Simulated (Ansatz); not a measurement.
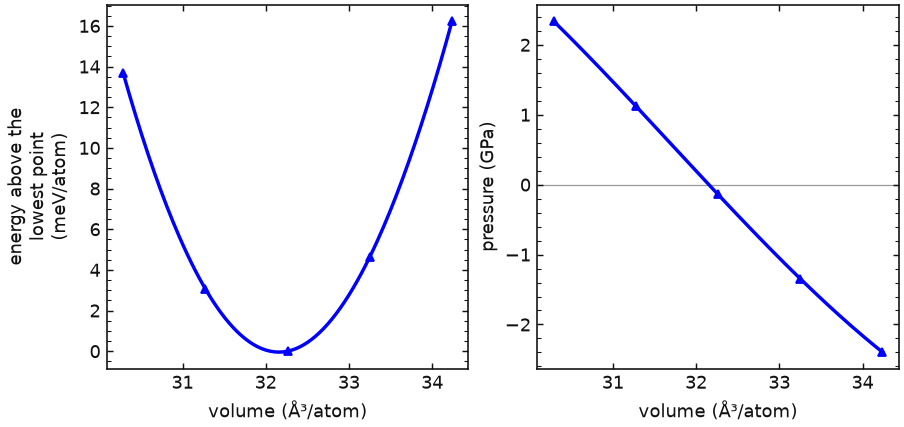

**Figure.** Energy above the lowest point and pressure against volume for SnTe, space group Fm-3m (No. 225) (one of a set of cubic test structures, which need not be the stable phase).

The energy above the lowest point is 13.7 meV/atom at volume 30.29 Å³/atom and 16.2 meV/atom at 34.24 Å³/atom; the lowest computed point is at volume 32.26 Å³/atom (0.0 meV/atom), and no other minimum shows among the points. The pressure falls from 2.338 GPa at volume 30.29 Å³/atom to −2.395 GPa at 34.24 Å³/atom, and changes sign near 32.15 Å³/atom.

Method: equation of state of a cubic crystal from periodic Kohn-Sham density functional theory without spin; pressure corrected for the finite basis (Ansatz 0.2.0 development build). Level: HSE06.

structure type rock salt; atoms in cell 2; space group number 225; lattice centring face-centred primitive; k mesh 4×4×4; occupation method Fermi–Dirac; occupation width 0.05 eV; wave cutoff 270 eV; datasets all-electron datasets; density tolerance 1e−09 eV; bands 19; density cutoff ratio 4; nucleus point; search for lower states default; exchange singularity regularized.

Caveats: coarse k-mesh, values are not converged in k.
